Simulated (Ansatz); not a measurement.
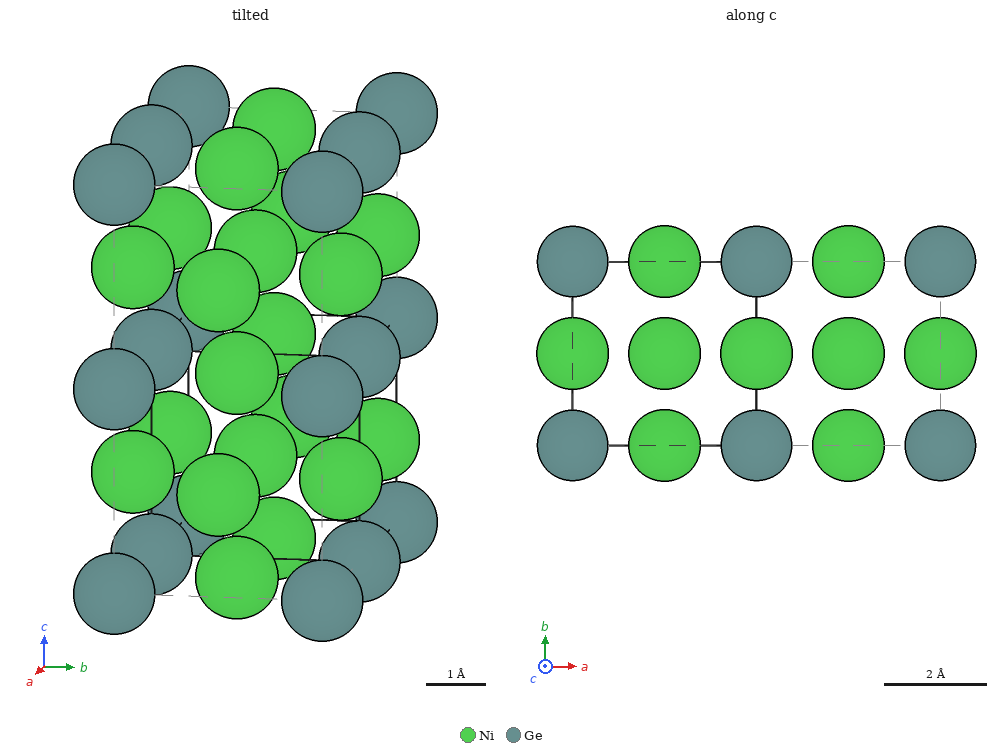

A spheres-only rendering, viewed slightly off an axis and along the c axis. One unit cell is drawn solid; the view covers 2×1×2 cells.

What structure is drawn here?

It has the composition Ni₃Ge. Strictly the space group is P4/mmm (No. 123, within 0.01 Å). It is a distorted form of a primitive cubic structure, space group Pm-3m (No. 221) within 0.25 Å: Cu₃Au (L1₂) type. Cell content 3 Ni, 1 Ge; Z = 1. The neighbours of Ni are eight Ni and four Ge in a cuboctahedral arrangement (about 2.6 Å to Ni, 2.6 Å to Ge). About every Ge there are twelve Ni in a cuboctahedral arrangement at about 2.5 Å.

Its origin is a structure listed in the Materials Project. The cell was then strained or its atoms displaced on purpose. It was the input of a calculation with Ansatz.

At this level of theory the run's own cell isn't at rest (stretched, at -13 GPa), so its distances can differ from those at equilibrium, the more so the softer the solid.
